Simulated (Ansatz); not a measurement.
## Electronic structure of Mg₅O in real space

The calculation's input:

```
crystal:
  lattice:
    - [3.1368102029, 0.0, 0.0]
    - [-1.5684051014, 2.7165573225, 0.0]
    - [0.0, 0.0, 12.8216773274]
  atoms:
    - { symbol: Mg, position: [0.3333333333, 0.6666666667, 0.0956924517] }
    - { symbol: Mg, position: [0.6666666667, 0.3333333333, 0.9043075483] }
    - { symbol: Mg, position: [0.0, 0.0, 0.5] }
    - { symbol: Mg, position: [0.3333333333, 0.6666666667, 0.7027228505] }
    - { symbol: Mg, position: [0.6666666667, 0.3333333333, 0.2972771495] }
    - { symbol: O, position: [0.0, 0.0, 0.0] }
basis:
  ecutwfc: 420
kpoints:
  mp_grid: { grid: [12, 12, 4] }
hamiltonian:
  xc: pbe
scf:
  occupations: { method: gaussian, width: 0.1 }
output:
  forces: true
  stress: true
  eigenvalues: true
  write_density: true
  write_potential: true
  elf: true
  volumetric_format: npy
relax:
  adjacent_minimum: "off"
  f_tol: 0.01
  max_steps: 80
  cell: { stress_tol: 0.05 }
```

Launched as:

```sh
ansatz run input.yaml --threads 1 --pin off --max-ram 2560MiB --backend cpu --events-out ev --progress --plain --runs-dir out
```

Below, planes, directions and counts refer to the conventional cell (a = 3.15 Å, b = 3.15 Å, c = 12.81 Å, α = 90.00°, β = 90.00°, γ = 120.00°).

The fields are those of the relaxed geometry.

Space group P-3m1; a generated structure, not necessarily the stable one.

Theory: DFT PBE, scalar-relativistic, plane waves, PAW in Ansatz 0.2.0.

Core electrons are frozen (PAW), and the valence fields are smoothed inside the atomic spheres.

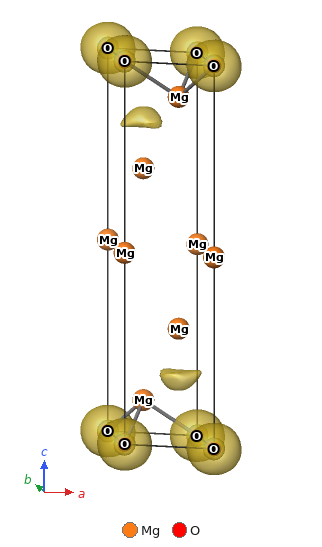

Figure 1. Isosurface of the ELF at 0.7 (yellow), seen slightly off an axis. Only the valence region is drawn (cores and ρ < 0.01 e/Å³ removed). Sticks mark near contacts.

Question: What do the ELF domains correspond to?

Answer: At this value the surface marks out one region wrapped around O (its valence shell) and two pockets between the atoms, centred on no nucleus (multi-centre or interstitial), counted in one cell of 6 atoms. Regions shared between cells count once.


Mg–O (2.20 Å): the ELF peaks at about 0.85 in the valence shell of O, 0.6 Å from its nucleus, and is about 0.30 at the midpoint.

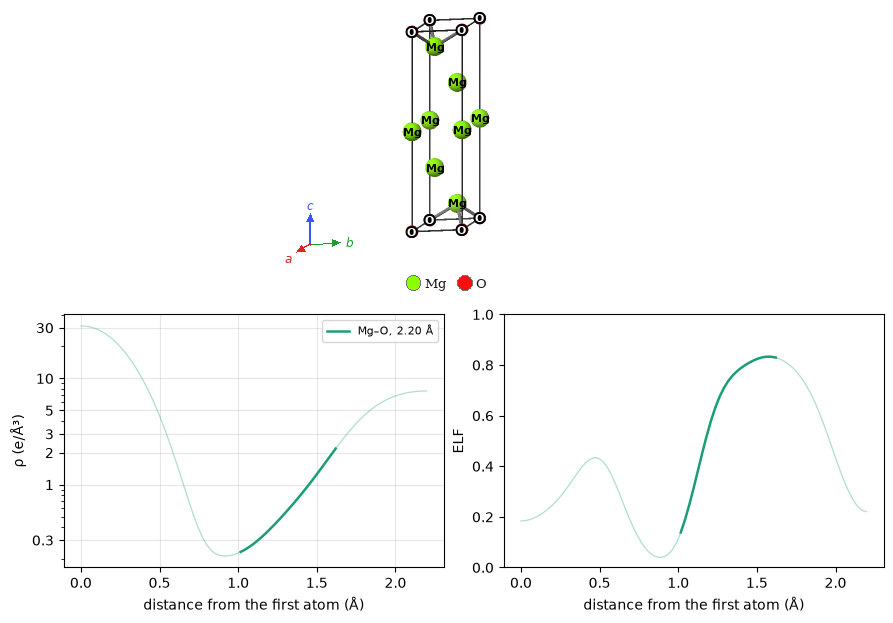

Figure 2. Valence charge density (pseudo) and ELF along straight lines between neighbouring atoms. Thin, pale parts lie inside the atomic spheres. The structure is drawn too.

Question: What can be read from the curves?

Answer: Mg–O (2.20 Å): the density is about 0.28 e/Å³ at the midpoint; the ELF peaks at about 0.85 in the valence shell of O, 0.6 Å from its nucleus, and is about 0.30 at the midpoint.

Question: Does the calculation give a band gap?

Answer: It is metallic or semimetallic at this level of theory: no gap opens.
